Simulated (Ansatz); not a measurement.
**Run report: Mg₈HO₈ (charge +1), nudged elastic band (part 3 of 3)**

Continued. System: Mg₈HO₈ (defect cell, 17 atoms in the cell, total charge +1). Method: DFT PBE, scalar-relativistic, plane waves, PAW, PAW set soft_1, no spin polarisation (Ansatz 0.2.0); cutoff 420 eV, 3×3×3 k-mesh, Gaussian smearing of 0.02 eV. The structure derives from an entry of the Crystallography Open Database. It belongs to a series of runs on one base structure; here: band between the two ends.

Geometry of the input (Å; fractional positions):
```
0.0000  3.8970  3.8970
3.8970  0.0000  3.8970
3.8970  3.8970  0.0000
Mg -0.0013  -0.0005  0.0036
O  0.2433  0.2441  0.2697
Mg -0.0012  -0.0004  0.5076
O  0.2488  0.2496  0.7556
Mg 0.0212  0.4837  0.0126
O  0.2510  0.7491  0.2520
Mg -0.0012  0.4953  0.5076
O  0.2488  0.7472  0.7556
Mg 0.4829  0.0220  0.0126
O  0.7483  0.2518  0.2520
Mg 0.4944  -0.0004  0.5076
O  0.7464  0.2496  0.7556
Mg 0.4830  0.4838  0.0126
O  0.7483  0.7491  0.2520
Mg 0.4987  0.4995  0.5035
O  0.7436  0.7444  0.7688
H  0.6705  0.6715  -0.0120
```

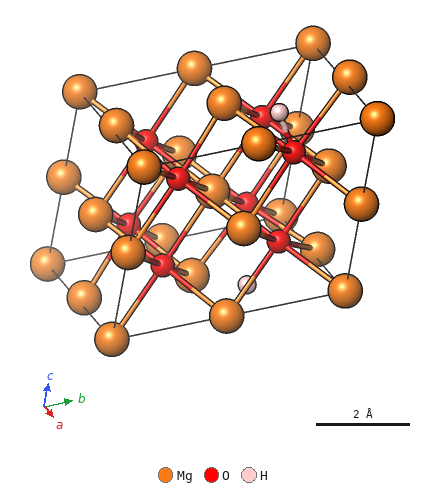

The starting structure (ball-and-stick view of the cell of the calculation, seen slightly off an axis). An atom can appear more than once, as a periodic image.

Output, continued
```
  atom  17  H     -0.01038057     0.01187921    -0.01006399
  max |Σ_I F_I| component: 1.39e-4 eV/Å
--- Band table (eV; the first three rows and the last of 14) ---
  k-point 0: bands = ["-60.3752", "-60.3471", "-60.2023", "-60.1930", "-59.7094", "-59.7023", "-59.6988", "-59.6911", "-27.4144", "-27.1654", "-27.1642", "-27.1094", "-27.1078", "-27.0786", "-27.0780", "-26.9783", "-26.9692", "-26.9604", "-26.9553", "-26.9477", "-26.5357", "-26.5230", "-26.5222", "-26.5077", "-26.5060", "-26.5059", "-26.5034", "-26.5021", "-26.4283", "-26.4208", "-26.4141", "-26.4054", "-8.2084", "-6.1021", "-6.0449", "-5.0180", "-4.8178", "-4.7664", "-4.7450", "-4.5221", "3.0820", "5.4954", "5.6750", "5.8896", "6.2246", "6.3710", "6.4161", "8.8609", "9.0680", "9.3158", "9.4738", "9.6451", "10.0337", "10.0592", "10.2438", "10.2692", "10.3652", "10.4588", "10.5987", "10.8477", "10.8626", "11.3948", "11.4176", "11.4586", "17.8533", "19.7317", "20.5744", "20.8500", "20.9188", "20.9477", "21.0413", "21.2008", "23.5331", "23.7245", "24.4419", "25.4330", "26.6439", "26.6898", "26.8555", "27.0724", "27.1042"]
  k-point 1: bands = ["-60.3750", "-60.3470", "-60.2022", "-60.1931", "-59.7075", "-59.7035", "-59.6976", "-59.6933", "-27.4108", "-27.1650", "-27.1444", "-27.1036", "-27.0915", "-27.0744", "-27.0734", "-26.9952", "-26.9709", "-26.9614", "-26.9598", "-26.9452", "-26.5227", "-26.5226", "-26.5144", "-26.5131", "-26.5106", "-26.5071", "-26.5047", "-26.4947", "-26.4558", "-26.4396", "-26.4172", "-26.4095", "-7.9874", "-6.4338", "-5.7454", "-5.2931", "-4.8965", "-4.8399", "-4.7047", "-4.5935", "3.6971", "6.0275", "6.1496", "6.6182", "6.6691", "6.7452", "7.0048", "7.7072", "8.6125", "9.2252", "9.2291", "9.5083", "9.6004", "9.6740", "9.8264", "9.8635", "9.9677", "10.0396", "10.2350", "10.4900", "10.6616", "10.9209", "11.1429", "11.2523", "19.5479", "20.9594", "21.0952", "21.7696", "22.0252", "22.1347", "22.2233", "22.3601", "23.7611", "24.4085", "24.4782", "25.2789", "25.6019", "25.8670", "25.9062", "26.3187", "26.3994"]
  k-point 2: bands = ["-60.3750", "-60.3470", "-60.2022", "-60.1931", "-59.7075", "-59.7035", "-59.6976", "-59.6933", "-27.4108", "-27.1650", "-27.1444", "-27.1036", "-27.0915", "-27.0744", "-27.0734", "-26.9952", "-26.9709", "-26.9614", "-26.9598", "-26.9452", "-26.5228", "-26.5221", "-26.5144", "-26.5143", "-26.5104", "-26.5060", "-26.5053", "-26.4947", "-26.4558", "-26.4396", "-26.4172", "-26.4095", "-7.9875", "-6.4337", "-5.7454", "-5.2931", "-4.8964", "-4.8400", "-4.7047", "-4.5935", "3.6970", "6.0276", "6.1497", "6.6182", "6.6691", "6.7452", "7.0048", "7.7077", "8.6122", "9.2253", "9.2288", "9.5080", "9.6002", "9.6742", "9.8260", "9.8635", "9.9682", "10.0395", "10.2351", "10.4900", "10.6616", "10.9209", "11.1429", "11.2523", "19.5480", "20.9600", "21.0953", "21.7701", "22.0248", "22.1346", "22.2231", "22.3601", "23.7619", "24.4075", "24.4784", "25.2776", "25.6019", "25.8671", "25.9065", "26.3180", "26.4000"]
  k-point 13: bands = ["-60.3739", "-60.3482", "-60.1998", "-60.1952", "-59.7079", "-59.7034", "-59.6976", "-59.6933", "-27.3805", "-27.1945", "-27.1495", "-27.1106", "-27.0975", "-27.0721", "-27.0421", "-26.9899", "-26.9693", "-26.9603", "-26.9493", "-26.9467", "-26.5477", "-26.5279", "-26.5253", "-26.5123", "-26.5118", "-26.5088", "-26.5077", "-26.4848", "-26.4479", "-26.4312", "-26.4262", "-26.4176", "-7.9162", "-6.1324", "-5.9320", "-5.4807", "-5.0234", "-4.9211", "-4.7327", "-4.4864", "3.4135", "6.9028", "7.1232", "7.1729", "7.2022", "7.3446", "7.8091", "7.8346", "7.9625", "8.4390", "8.6179", "8.7047", "9.0031", "9.2976", "9.7235", "9.7299", "9.8547", "10.0838", "10.1982", "10.2206", "10.3475", "10.5444", "10.8578", "11.0525", "19.0101", "21.9117", "22.1471", "22.7037", "23.2832", "23.6234", "23.6291", "23.6562", "23.6763", "23.7114", "24.0038", "24.3926", "24.9299", "25.0277", "25.4469", "25.7140", "26.0172"]
this run last wrote the band of iteration 26 to [file]; this run last wrote the band within `neb.f_tol` of iteration 15 to [file]
--- NEB band (9 images, 26 band iterations, 2678 SCF iterations) ---
  forward barrier  = 0.280139 eV
  backward barrier = 0.280105 eV
  lagrangian_above_aufbau_ev (what the smearing adds, to first order; not taken off the barriers): saddle image -0.000000 eV, end points -0.000000 and -0.000000 eV
  climbing image's point = a first-order saddle point (lowest curvatures found: -5.32 and 1.07 eV/Å²)
  energies are F+E_penalty+E_count in eV, relative to image 0
  image     s (Å)  Δ vs image 0  max|band force component| (eV/Å)
      0    0.0000      0.000000                                 —
      1    0.4270      0.129027                          2.358e-2
  *   2    0.8540      0.280139                          1.632e-2
      3    1.4398      0.064327                          1.857e-2
      4    2.0257      0.123382                          9.228e-3
      5    2.6116      0.083260                          1.063e-2
      6    3.1975      0.113472                          3.290e-2
      7    3.7834      0.187769                          3.757e-2
      8    4.3691      0.000034                                 —
  saddle-point geometry (image 2):
  cell:  # Å, volume = 118.3644 Å³
    - [0.0, 3.897, 3.897]
    - [3.897, 0.0, 3.897]
    - [3.897, 3.897, 0.0]
  atoms:
    - { symbol: Mg, position: [-0.0099373132822992, 0.010335255671849735, 0.0022345069078089936] }
    - { symbol: O, position: [0.23899393545637576, 0.242719280680529, 0.2719741245580786] }
    - { symbol: Mg, position: [-0.014786781290731115, 0.00436684784607912, 0.5103928768513416] }
    - { symbol: O, position: [0.24742517009193848, 0.25322268627851313, 0.7594634318320075] }
    - { symbol: Mg, position: [0.025507016765881962, 0.5042205260939998, 0.010107293537642836] }
    - { symbol: O, position: [0.23048877521872696, 0.7552823894201195, 0.2614874113500466] }
    - { symbol: Mg, position: [-0.009929641124004407, 0.4961183913536792, 0.5164291013417304] }
    - { symbol: O, position: [0.23895630369111298, 0.7659886933178818, 0.7487828356589802] }
    - { symbol: Mg, position: [0.48781254906477245, -0.0015893946332317388, 0.018648219991382914] }
    - { symbol: O, position: [0.738803244120227, 0.28309333767860556, 0.2319738152596127] }
    - { symbol: Mg, position: [0.49271779343376754, 0.004368630687971803, 0.5103877639262708] }
    - { symbol: O, position: [0.7325755758134629, 0.25322360877886846, 0.7594685461873787] }
    - { symbol: Mg, position: [0.45282688951156475, 0.5042311368165802, 0.010114349258045718] }
    - { symbol: O, position: [0.745436289607691, 0.7552881416565492, 0.2614822352712167] }
    - { symbol: Mg, position: [0.487758736507955, 0.512606432403115, 0.5045700944117535] }
    - { symbol: O, position: [0.7388648139880272, 0.72553744977587, 0.789411952248112] }
    - { symbol: H, position: [0.7375466599255303, 0.5051520486730223, 0.012408773908592963] }
```

The last band as extended XYZ (Å, eV, eV/Å)
```
17
Lattice="0.0000 3.8970 3.8970 3.8970 0.0000 3.8970 3.8970 3.8970 0.0000" Properties=species:S:1:pos:R:3:forces:R:3 image=0 energy=-19973.78247
Mg    0.0118    0.0086   -0.0073    0.0015   0.0017   0.0009
O     2.0025    1.9992    1.8995    0.0014   0.0013  -0.0023
Mg    1.9765    1.9733   -0.0063   -0.0031  -0.0028  -0.0030
O     3.9172    3.9140    1.9420   -0.0003  -0.0005   0.0005
Mg    1.9341    0.1316    1.9676   -0.0012  -0.0078  -0.0017
O     3.9014    1.9601    3.8974   -0.0002   0.0011   0.0004
Mg    3.9081    1.9732    1.9252    0.0031  -0.0016   0.0028
O     5.8566    3.9140    3.8814   -0.0002   0.0001   0.0015
Mg    0.1349    1.9309    1.9677   -0.0072  -0.0015  -0.0012
O     1.9632    3.8982    3.8973    0.0014  -0.0004   0.0007
Mg    1.9765    3.9049    1.9252   -0.0017   0.0032   0.0026
O     3.9172    5.8534    3.8815    0.0003  -0.0005   0.0014
Mg    1.9342    1.9310    3.7673    0.0017   0.0016   0.0064
O     3.9012    3.8980    5.8353    0.0012   0.0013  -0.0007
Mg    3.9088    3.9056    3.8898    0.0022   0.0021  -0.0031
O     5.8970    5.8937    5.7988   -0.0042  -0.0044   0.0052
H     2.5702    2.5665    5.2299    0.0052   0.0071  -0.0102
17
Lattice="0.0000 3.8970 3.8970 3.8970 0.0000 3.8970 3.8970 3.8970 0.0000" Properties=species:S:1:pos:R:3:forces:R:3 image=1 energy=-19973.65345
Mg    0.0455   -0.0119   -0.0016   -0.0231   0.0190  -0.0187
O     1.9977    2.0061    1.8774    0.0107   0.0110  -0.0109
Mg    1.9960    1.9477   -0.0227   -0.0010   0.0161   0.0134
O     3.9388    3.9234    1.9466   -0.0267   0.0020  -0.0158
Mg    1.9662    0.1596    2.0162   -0.0108   0.0278  -0.0489
O     3.9360    1.9366    3.8594   -0.0351   0.0165  -0.0012
Mg    3.9237    1.9780    1.9055   -0.0402  -0.0100   0.0104
O     5.8876    3.8828    3.8978   -0.0007   0.0352  -0.0355
Mg    0.0853    1.9681    1.9154    0.0072  -0.0099   0.0102
O     1.9994    3.8356    3.9450    0.0121   0.0548  -0.0549
Mg    1.9960    3.9063    1.9359   -0.0005  -0.0136  -0.0165
O     3.9389    5.8340    3.8571   -0.0269   0.0160  -0.0017
Mg    1.9663    1.8675    3.7240   -0.0117   0.0480  -0.0275
O     3.9359    3.9210    5.8439   -0.0347   0.0014  -0.0164
Mg    3.9414    3.8856    3.8949   -0.0355   0.0065  -0.0063
O     5.9016    5.9103    5.7673    0.0215  -0.0346   0.0345
H     2.2494    2.7022    5.0784    0.1952  -0.1863   0.1857
17
Lattice="0.0000 3.8970 3.8970 3.8970 0.0000 3.8970 3.8970 3.8970 0.0000" Properties=species:S:1:pos:R:3:forces:R:3 image=2 energy=-19973.50234
Mg    0.0490   -0.0300    0.0016   -0.0075   0.0069  -0.0075
O     2.0058    1.9912    1.8772    0.0048  -0.0121   0.0118
Mg    2.0060    1.9314   -0.0406    0.0044   0.0045  -0.0053
O     3.9464    3.9238    1.9510    0.0000   0.0011   0.0100
Mg    2.0043    0.1388    2.0643    0.0059   0.0125   0.0080
O     3.9624    1.9172    3.8415   -0.0048  -0.0065  -0.0014
Mg    3.9459    1.9738    1.8947   -0.0031  -0.0019   0.0017
O     5.9031    3.8492    3.9163    0.0012   0.0072  -0.0074
Mg    0.0665    1.9737    1.8948   -0.0023   0.0001   0.0006
O     2.0072    3.7831    3.9823    0.0010  -0.0062   0.0066
Mg    2.0060    3.9091    1.9371    0.0043   0.0050  -0.0049
O     3.9465    5.8145    3.8417   -0.0001  -0.0102  -0.0011
Mg    2.0044    1.8041    3.7297    0.0049  -0.0076  -0.0126
O     3.9624    3.9240    5.8483   -0.0053   0.0012   0.0057
Mg    3.9639    3.8671    3.8984    0.0003   0.0060  -0.0059
O     5.9038    5.9557    5.7068    0.0065  -0.0120   0.0119
H     2.0169    2.9226    4.8428   -0.0104   0.0119  -0.0101
17
Lattice="0.0000 3.8970 3.8970 3.8970 0.0000 3.8970 3.8970 3.8970 0.0000" Properties=species:S:1:pos:R:3:forces:R:3 image=3 energy=-19973.71815
Mg    0.0179   -0.0338   -0.0121   -0.0143   0.0001   0.0048
O     1.9791    1.9474    1.9055   -0.0279  -0.0233   0.0435
Mg    1.9891    1.9362   -0.0321   -0.0233   0.0063   0.0109
O     3.9271    3.8965    1.9314   -0.0047  -0.0221   0.0116
Mg    1.9460    0.0548    2.0626   -0.0395  -0.0613   0.0005
O     3.9225    1.9249    3.8528   -0.0328   0.0235   0.0178
Mg    3.9297    1.9475    1.9028   -0.0055  -0.0008   0.0286
O     5.8924    3.8380    3.9143   -0.0118  -0.0138  -0.0023
Mg    0.0320    1.9475    1.9037   -0.0191  -0.0161   0.0243
O     2.0020    3.8356    3.9153   -0.0176   0.0297  -0.0274
Mg    1.9868    3.8856    1.9168   -0.0082  -0.0207   0.0069
O     3.9292    5.8165    3.8520   -0.0079   0.0105   0.0173
Mg    1.9505    1.7954    3.8006   -0.0473   0.0021   0.0559
O     3.9188    3.8954    5.8219   -0.0161  -0.0224   0.0049
Mg    3.9937    3.8835    3.8646    0.0430   0.0219  -0.0255
O     5.8849    5.8794    5.7684   -0.0263  -0.0487   0.0599
H     2.3934    3.1955    4.5670    0.2592   0.1350  -0.2317
17
Lattice="0.0000 3.8970 3.8970 3.8970 0.0000 3.8970 3.8970 3.8970 0.0000" Properties=species:S:1:pos:R:3:forces:R:3 image=4 energy=-19973.65909
Mg    0.0092   -0.0098   -0.0088    0.0001   0.0022  -0.0161
O     1.9431    1.9175    1.9375    0.0049   0.0022  -0.0228
Mg    1.9557    1.9370   -0.0077    0.0015   0.0021  -0.0180
O     3.9239    3.8981    1.9366    0.0048   0.0038  -0.0186
Mg    1.9689   -0.0249    1.9771   -0.0108   0.0254   0.0195
O     3.8457    1.9981    3.8919    0.0140  -0.0132  -0.0223
Mg    3.8912    1.9499    1.9385    0.0099  -0.0026  -0.0137
O     5.9089    3.8325    3.8899   -0.0070   0.0057  -0.0072
Mg   -0.0058    1.9501    1.9365    0.0093  -0.0017  -0.0267
O     1.9949    3.8488    3.8906   -0.0022   0.0008  -0.0083
Mg    1.9785    3.8627    1.9159    0.0049   0.0032  -0.0059
O     3.8929    5.8475    3.8845    0.0083  -0.0097  -0.0252
Mg    1.8816    1.7828    3.8629    0.0152  -0.0084  -0.0471
O     3.9205    3.8982    5.8241   -0.0001   0.0040  -0.0184
Mg    4.0639    3.9632    3.8606   -0.0086  -0.0205  -0.0367
O     5.8398    5.8174    5.8261    0.0066   0.0133  -0.0279
H     2.6766    3.1731    4.1272   -0.0508  -0.0068   0.2954
17
Lattice="0.0000 3.8970 3.8970 3.8970 0.0000 3.8970 3.8970 3.8970 0.0000" Properties=species:S:1:pos:R:3:forces:R:3 image=5 energy=-19973.69922
Mg    0.0085   -0.0130    0.0025    0.0024  -0.0069   0.0214
O     1.9452    1.9225    1.9631    0.0226   0.0243   0.0360
Mg    1.9582    1.9373   -0.0006    0.0161  -0.0040   0.0258
O     3.9155    3.8931    1.9683   -0.0045   0.0036   0.0146
Mg    1.9773   -0.0356    1.9744    0.0114   0.0041  -0.0005
O     3.8578    1.9859    3.8964    0.0275  -0.0286   0.0347
Mg    3.8935    1.9456    1.9554    0.0150  -0.0040   0.0254
O     5.9069    3.8348    3.8938   -0.0001   0.0089   0.0121
Mg   -0.0037    1.9453    1.9536    0.0054  -0.0032   0.0199
O     1.9946    3.8493    3.8950    0.0048  -0.0080  -0.0028
Mg    1.9609    3.8772    1.9004   -0.0098   0.0464  -0.0255
O     3.8973    5.8429    3.9044    0.0087  -0.0173   0.0387
Mg    1.8931    1.7908    3.9299    0.0355   0.0029   0.0728
O     3.9222    3.8936    5.8539   -0.0033   0.0043   0.0132
Mg    4.0589    3.9524    3.9366   -0.0305  -0.0340   0.0392
O     5.8420    5.8142    5.8505    0.0181   0.0108   0.0278
H     2.6560    3.2024    3.5534   -0.1191   0.0004  -0.3530
17
Lattice="0.0000 3.8970 3.8970 3.8970 0.0000 3.8970 3.8970 3.8970 0.0000" Properties=species:S:1:pos:R:3:forces:R:3 image=6 energy=-19973.66900
Mg    0.0228   -0.0330   -0.0011   -0.0183  -0.0018  -0.0019
O     1.9944    1.9971    2.0290   -0.0102  -0.0369  -0.0369
Mg    1.9911    1.9355    0.0263   -0.0058  -0.0083  -0.0122
O     3.9287    3.9025    1.9539   -0.0127  -0.0174  -0.0086
Mg    1.9911   -0.0057    1.9675   -0.0060  -0.0120  -0.0081
O     3.9287    1.9219    3.9345   -0.0126  -0.0089  -0.0176
Mg    3.9350    1.9537    1.9857   -0.0245  -0.0172  -0.0172
O     5.8918    3.8372    3.8692   -0.0013  -0.0269  -0.0271
Mg    0.0379    1.9544    1.9863    0.0062  -0.0183  -0.0179
O     2.0077    3.8228    3.8548   -0.0132  -0.0067  -0.0072
Mg    1.9562    3.9687    1.8205   -0.0335  -0.0591  -0.0320
O     3.9320    5.8164    3.9343   -0.0113  -0.0120  -0.0162
Mg    1.9561    1.7885    4.0007   -0.0338  -0.0333  -0.0589
O     3.9320    3.9024    5.8484   -0.0113  -0.0161  -0.0117
Mg    3.9836    3.8771    3.9091    0.0230   0.0107   0.0103
O     5.8808    5.8536    5.8855   -0.0090  -0.0427  -0.0422
H     2.3087    3.1421    3.1742    0.1741   0.3068   0.3053
17
Lattice="0.0000 3.8970 3.8970 3.8970 0.0000 3.8970 3.8970 3.8970 0.0000" Properties=species:S:1:pos:R:3:forces:R:3 image=7 energy=-19973.59470
Mg    0.0502   -0.0219   -0.0045    0.0197   0.0360   0.0360
O     2.0071    2.0385    2.0558    0.0138   0.0084   0.0083
Mg    1.9991    1.9382    0.0261   -0.0051  -0.0047   0.0098
O     3.9454    3.9231    1.9447   -0.0029   0.0187  -0.0024
Mg    1.9991    0.0087    1.9556   -0.0053   0.0098  -0.0047
O     3.9454    1.9273    3.9404   -0.0029  -0.0024   0.0187
Mg    3.9696    1.9717    1.9890    0.0729  -0.0110  -0.0111
O     5.8951    3.8670    3.8843   -0.0139   0.0634   0.0635
Mg    0.0301    1.9752    1.9925   -0.0078   0.0004   0.0004
O     2.0058    3.8177    3.8350   -0.0146   0.0156   0.0156
Mg    1.9807    4.0533    1.8577   -0.0115   0.0807   0.0866
O     3.9413    5.8250    3.9397    0.0005  -0.0017   0.0248
Mg    1.9806    1.8404    4.0707   -0.0111   0.0864   0.0809
O     3.9413    3.9223    5.8423    0.0004   0.0249  -0.0017
Mg    3.9505    3.8758    3.8931   -0.0723   0.0249   0.0249
O     5.8929    5.8987    5.9161    0.0287  -0.0032  -0.0032
H     2.1393    2.7707    2.7880    0.0114  -0.3462  -0.3464
17
Lattice="0.0000 3.8970 3.8970 3.8970 0.0000 3.8970 3.8970 3.8970 0.0000" Properties=species:S:1:pos:R:3:forces:R:3 image=8 energy=-19973.78244
Mg    0.0097    0.0074    0.0100   -0.0060  -0.0059  -0.0060
O     1.9967    1.9943    1.9971   -0.0047  -0.0044  -0.0048
Mg    1.9739    1.9716    0.0091    0.0025   0.0026  -0.0065
O     3.8989    3.8965    1.9612   -0.0012  -0.0015   0.0023
Mg    1.9739    0.0064    1.9743    0.0029  -0.0063   0.0029
O     3.8988    1.9586    3.8991   -0.0009   0.0016  -0.0008
Mg    4.0292    1.9296    1.9322   -0.0028  -0.0034  -0.0037
O     5.8542    3.9125    3.9152    0.0028   0.0003  -0.0003
Mg    0.0087    1.9716    1.9743   -0.0065   0.0027   0.0026
O     1.9609    3.8966    3.8992    0.0023  -0.0015  -0.0011
Mg    1.9319    4.0268    1.9323   -0.0031  -0.0032  -0.0031
O     3.9148    5.8519    3.9152    0.0002   0.0025   0.0001
Mg    1.9319    1.9296    4.0296   -0.0037  -0.0035  -0.0027
O     3.9149    3.9125    5.8545   -0.0003   0.0002   0.0028
Mg    3.9066    3.9043    3.9069   -0.0006  -0.0008  -0.0006
O     5.8970    5.8946    5.8973    0.0015   0.0014   0.0015
H     2.5661    2.5634    2.5664    0.0175   0.0189   0.0176
```

Summary

```tsv
quantity	value
outcome	converged
barrier, forward	0.280 eV
barrier, backward	0.280 eV
electrons treated	128
wall time	35 min (CPU time 65 min)
peak memory	1.1 GiB
```

The cell is charged and computed with a neutralising background, so its energy and pressure depend on the cell and aren't those of a real crystal.
